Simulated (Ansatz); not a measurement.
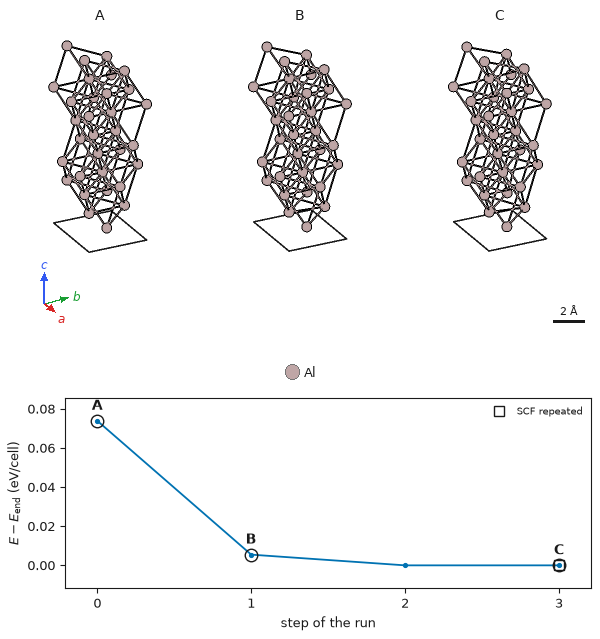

Frames of a relaxation of a slab of composition Al (cut from the Fm-3m phase), marked on the history of the run. A ball-and-stick model of the 2 × 1 repeat of the cell, outlined in the plane, without the vacuum, seen slightly off an axis.

Case: (2 1 0) slab, atoms relaxed. The slab is the (2 1 0) face of Al.

Method: Ansatz, DFT PBEsol, scalar-relativistic, plane waves, PAW. Settings: plane-wave cutoff 420 eV; k-point mesh 10 × 8 × 1; occupations gaussian; smearing width 0.1 eV; no spin polarisation; dipole correction; atoms relaxed in a fixed cell; force threshold 0.02 eV/Å; at most 60 steps.

### What happens along the run?

The largest moves relative to the layer's centre, 0.15 Å, are those of Al atoms. The cell stays as it was. Near-neighbour distances that change, for instance: Al–Al 2.839 → 2.937 Å, Al–Al 2.839 → 2.749 Å, Al–Al 2.839 → 2.772 Å, Al–Al 2.839 → 2.900 Å. Bond angles that change, for instance: Al–Al–Al 120.0° → 126.0°, Al–Al–Al 90.0° → 95.3°, Al–Al–Al 120.0° → 125.0°. After 2 accepted moves (3 points after the start) the energy has fallen by 73.9 meV per cell of the calculation. The largest force component goes from 0.32 to 0.017 eV/Å. 1 step only repeated the SCF at the same geometry. The run took 120 s on 1 thread of AMD EPYC 9R45 96-Core Processor (Zen 5), on a shared host, peak memory 0.92 GiB. From step 0 to 1: Al atoms move most (0.09 Å), energy −68.4 meV per cell of the calculation. From step 1 to 3: Al atoms move most (0.06 Å), energy −5.5 meV per cell of the calculation.

```csv
step,"E − E(0), meV/atom","largest force component, eV/Å",note
0,0.00,0.3240,
1,-5.26,0.0978,
2,-5.68,0.0175,
3,-5.68,0.0175,"same geometry, SCF repeated"
```
